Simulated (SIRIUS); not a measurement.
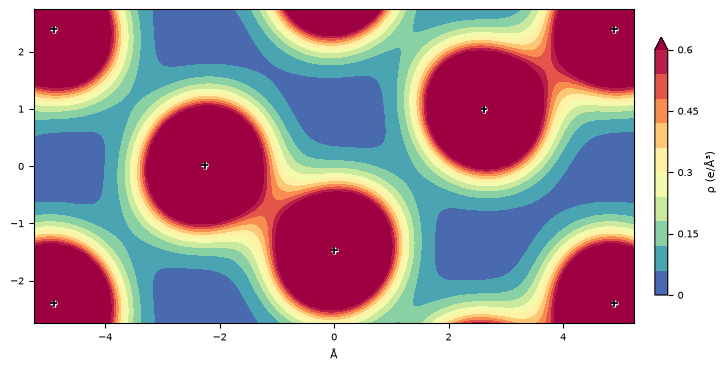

The total electron density on a plane through atoms (crosses mark nuclei in the plane).

These are results of SIRIUS 7.12.0, Kohn-Sham DFT of a periodic cell, PBEsol, all-electron FP-LAPW, not measurements.

Candidates:
A. GaP, a = 5.45 Å, b = 5.45 Å, c = 5.45 Å, α = 90.00°, β = 90.00°, γ = 90.00°. Space group F-43m.
B. I, a = 4.35 Å, b = 4.35 Å, c = 9.79 Å, α = 90.00°, β = 90.00°, γ = 113.24°. Space group P1; not relaxed (largest force 0.8 eV/Å).
C. Ti, a = 2.95 Å, b = 2.95 Å, c = 4.68 Å, α = 90.00°, β = 90.00°, γ = 120.00°. Space group P6₃/mmc.

Which system is this?

Answer. Candidate B: I on the (11̄0) plane of the conventional cell, which holds I. I–I (2.67 Å): the density is about 0.52 e/Å³ at the midpoint.
